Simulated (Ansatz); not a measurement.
SrTiO$_{3}$

Input

```
crystal:
  lattice:
    - [-3.9364035682, 0.0, -3.9364035682]
    - [0.0, -3.9364035682, -3.9364035682]
    - [-3.9364035682, -3.9364035682, 0.0]
  atoms:
    - { symbol: Sr, position: [0.0005860406, 0.0005860406, -0.0005860406] }
    - { symbol: Sr, position: [0.5005860406, 0.5005860406, 0.4994139594] }
    - { symbol: Ti, position: [0.252724225, 0.252724225, 0.247275775] }
    - { symbol: Ti, position: [0.752724225, 0.752724225, 0.747275775] }
    - { symbol: O, position: [-0.0036159555, 0.4963840445, 0.0036159555] }
    - { symbol: O, position: [0.4963840445, -0.0036159555, 0.5036159555] }
    - { symbol: O, position: [-0.0036159555, 0.4963840445, 0.5036159555] }
    - { symbol: O, position: [0.4963840445, -0.0036159555, 0.0036159555] }
    - { symbol: O, position: [-0.0041281336, -0.0041281336, 0.5041281336] }
    - { symbol: O, position: [0.4958718664, 0.4958718664, 0.0041281336] }
basis:
  ecutwfc: 420
kpoints:
  mp_grid: { grid: [6, 6, 6] }
hamiltonian:
  xc: pbe
scf:
  occupations: { method: gaussian, width: 0.05 }
output:
  forces: true
  stress: true
  eigenvalues: true
  write_density: true
  write_potential: true
  elf: true
  volumetric_format: npy
```

Launched as:

```sh
ansatz run input.yaml --threads 2 --pin off --max-ram 5120MiB --backend cpu --events-out ev --progress --plain --runs-dir out
```

Space group P4mm; computed without spin polarisation.

The calculation used Ansatz 0.2.0, DFT PBE, scalar-relativistic, plane waves, PAW.

The density is the valence pseudo-density of a PAW calculation; it isn't the true density close to the nuclei.

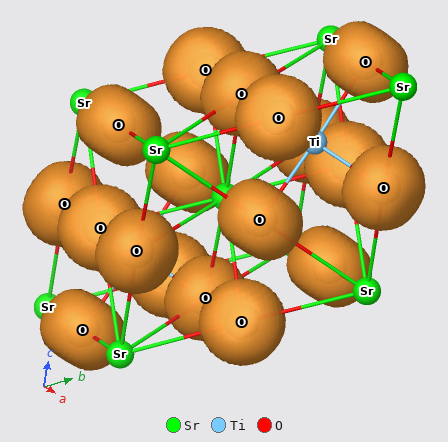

Figure 1. Isosurface of the electron localisation function at 0.7 (orange), seen slightly off an axis. Only the valence region is drawn (cores and ρ < 0.01 e/Å³ removed). Sticks mark near contacts.

Q: What do the ELF domains correspond to?

A: At this value the surface marks out six regions wrapped around O (the valence shell of each), counted in one cell of 10 atoms. Any copies at cell faces, edges or corners count once. Profiles from the grid: Ti–O (1.91 Å): the ELF peaks at about 0.80 in the valence shell of O, 0.6 Å from its nucleus, and is about 0.20 at the midpoint (no localised pair shows between them). Sr–O (2.76 Å): the ELF is about 0.05 at the midpoint; a largely ionic contact.

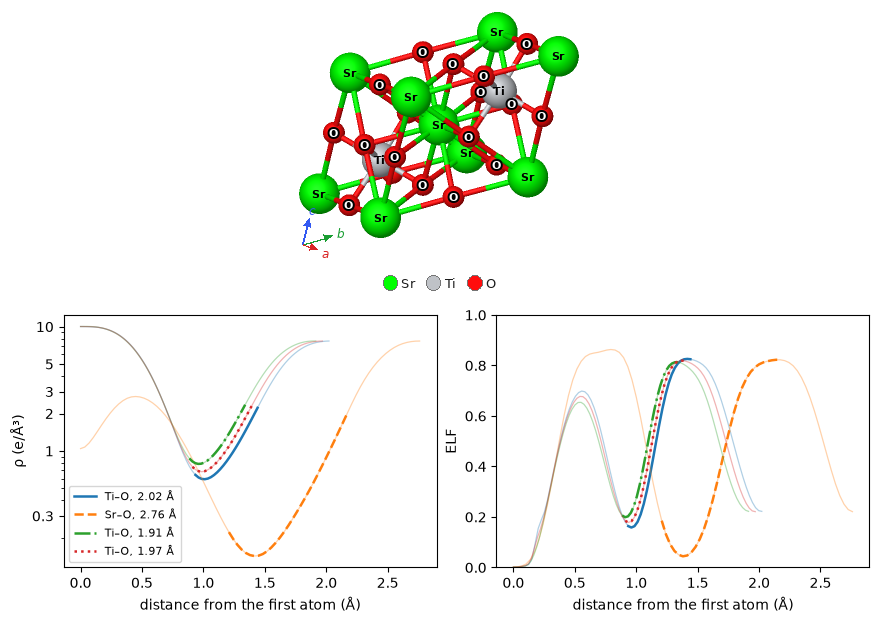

Figure 2. Valence pseudo-density and ELF along straight lines between neighbouring atoms. Thin, pale parts lie inside the atomic spheres. The structure is drawn too.

Q: What can be read from the curves?

A: Ti–O (2.02 Å): ρ at the midpoint is about 0.59 e/Å³; the ELF peaks at about 0.85 in the valence shell of O, 0.6 Å from its nucleus, and is about 0.20 at the midpoint (no localised pair shows between them).
Sr–O (2.76 Å): the density is about 0.15 e/Å³ at the midpoint; the ELF is about 0.05 at the midpoint (a largely ionic contact).
Ti–O (1.91 Å): ρ is about 0.79 e/Å³ halfway; the ELF peaks at about 0.80 in the valence shell of O, 0.6 Å from its nucleus, and is about 0.20 at the midpoint; no localised pair shows between them.
Ti–O (1.97 Å): ρ is about 0.68 e/Å³ halfway; the ELF peaks at about 0.80 in the valence shell of O, 0.6 Å from its nucleus, and is about 0.20 at the midpoint (no localised pair shows between them).

Q: Does the calculation make it a metal, or give it a gap?

A: It is gapped, with a Kohn–Sham gap of 1.9 eV on the k-point mesh (the band edges may lie off the mesh, which would make the gap smaller).
